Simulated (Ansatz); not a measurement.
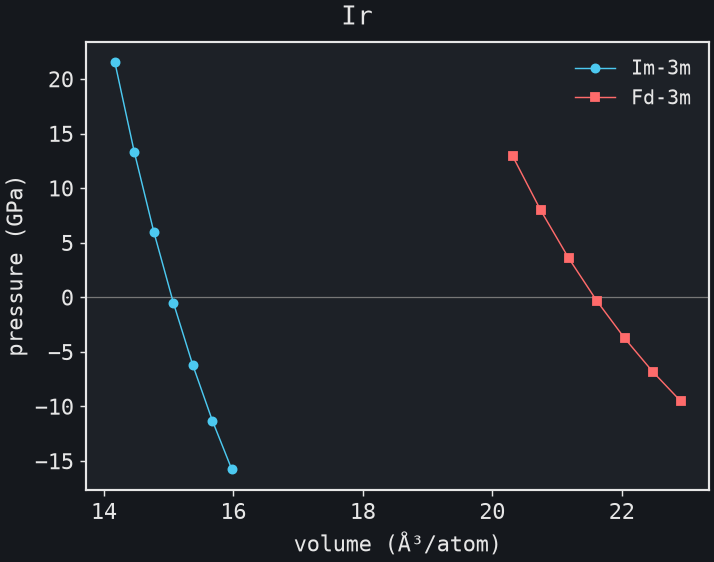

The picture above shows the pressure against volume, with one curve for each structure, for Ir.

How it was computed, with Ansatz 0.2.0 development build: equation of state of a cubic crystal from periodic Kohn-Sham density functional theory without spin, third-order Birch-Murnaghan fit to the free energies; pressure corrected for the finite basis. Level: PBE.

```json
{"setting": "occupation method", "value": "Fermi–Dirac"}
{"setting": "occupation width", "value": "0.06123 eV"}
{"setting": "wave cutoff", "value": "420 eV"}
{"setting": "datasets", "value": "soft-1 PAW"}
{"setting": "density tolerance", "value": "1e-07 eV"}
{"setting": "density cutoff ratio", "value": "4"}
{"setting": "search for lower states", "value": "default"}
```

Settings that differ: Im-3m: k mesh 49×49×49, atoms in cell 1, lattice centring body-centred primitive, space group number 229, structure type bcc; Fd-3m: k mesh 17×17×17, atoms in cell 2, lattice centring face-centred primitive, space group number 227, structure type diamond.

**Order the curves by fitted equilibrium volume, smallest first.**

Im-3m 15.05, Fd-3m 21.58 Å³/atom.

**Order the curves by fitted bulk modulus, smallest first.**

Fd-3m 184, Im-3m 307 GPa.

**For Im-3m: what does the pressure do across the range?**

It falls from 21.6 GPa at volume 14.17 Å³/atom to −15.8 GPa at 15.98 Å³/atom, and changes sign near 15.05 Å³/atom.

Limits of the calculation: cubic model structure, not the ambient form; no spin polarisation, a magnetic state may lie lower (Im-3m).
